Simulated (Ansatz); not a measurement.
A periodic structure is given below.

```
Cu I
1.0
     4.09475    0.00000    0.00000
    -2.04738    3.54616    0.00000
     0.00000    0.00000    7.21000
Cu I
2 2
Direct
  0.66667 0.33333 0.59264
  0.33333 0.66667 0.40736
  0.33333 0.66667 0.76450
  0.66667 0.33333 0.23550
```

> What does this file describe?

It has the composition CuI. It takes space group P-3m1 (No. 164) on a primitive hexagonal lattice. The cell comprises 2 formula units: 2 Cu, 2 I. The polyhedra are CuI4 tetrahedra; they share corners and edges. Each Cu is bonded to four I in a distorted tetrahedral arrangement at 2.57 to 2.67 Å. Each I atom has four Cu at 2.57 to 2.67 Å around it. Not all metal-metal contacts are counted. The bonds build CuI layers parallel to (001).

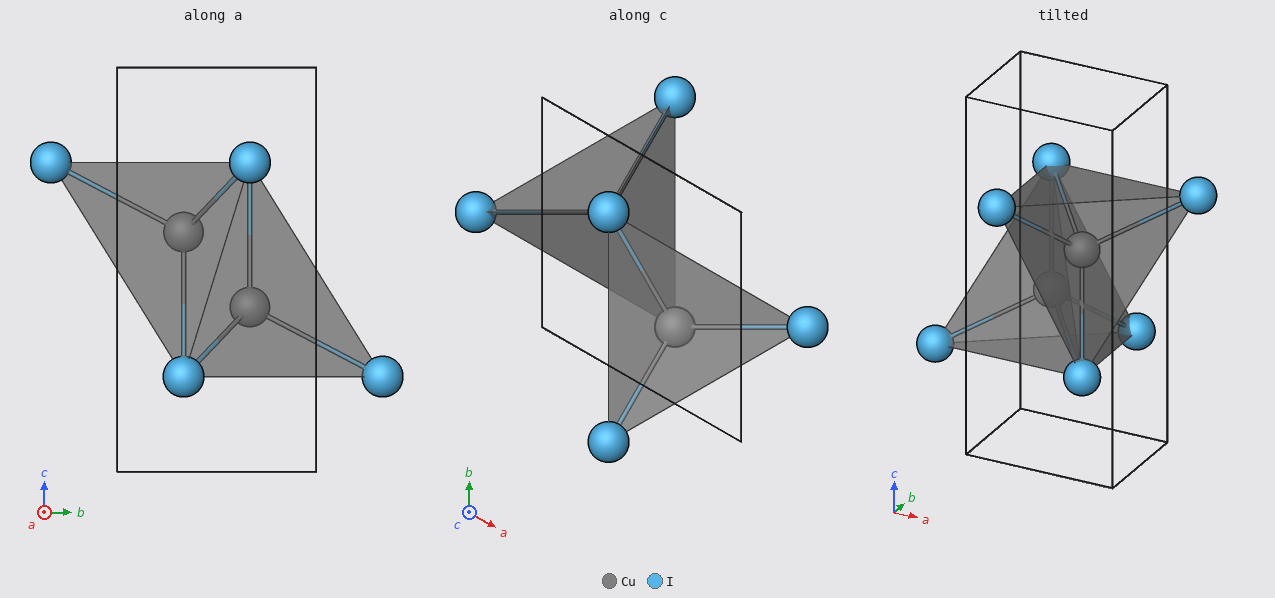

Shown here is a polyhedral view of the crystal, taken along the a axis, along the c axis and slightly off an axis. The conventional unit cell is outlined; an atom on or near a face, edge or corner is repeated at each equivalent position. A few atoms beyond the faces are included. Colours: copper grey, iodine blue.

The starting point was a structure listed in the Materials Project. Relaxation method: DFT, r2SCAN+rVV10, plane waves, PAW (Ansatz 0.2.0).
